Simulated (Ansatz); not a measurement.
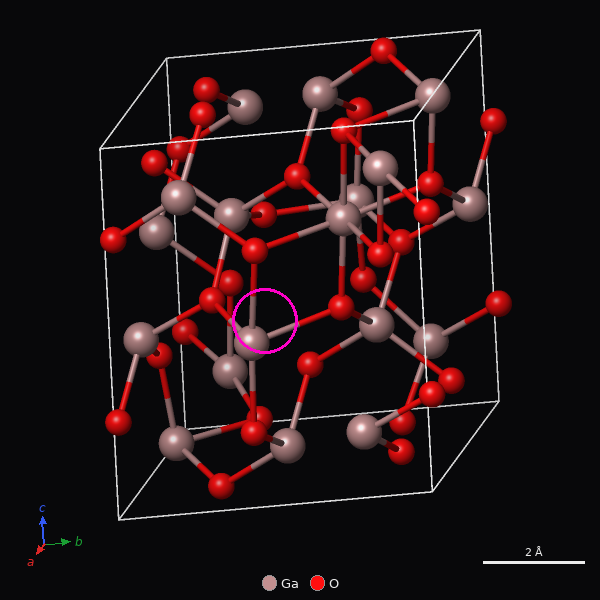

The figure gives a ball-and-stick picture of the atoms, viewed slightly off an axis. Lines trace the edges of the supercell. The host is Ga₂O₃, in a cell of 40 sites, and the cell carries a charge of -1. A ring marks the defect's site.

### Spot the defect.

A gallium vacancy. Around the empty site lie six O at about 1.9 to 2.3 Å.

The calculation used DFT PBEsol, scalar-relativistic, plane waves, PAW in Ansatz 0.2.0, with cutoff 420 eV, a 2×2×2 mesh of k-points, Gaussian smearing of 0.02 eV, collinear spins.

### Is the defect spin-polarised?

Yes, 2.0 μB in the cell.

The atoms were relaxed in the host's cell with Ansatz, DFT PBEsol, scalar-relativistic, plane waves, PAW.
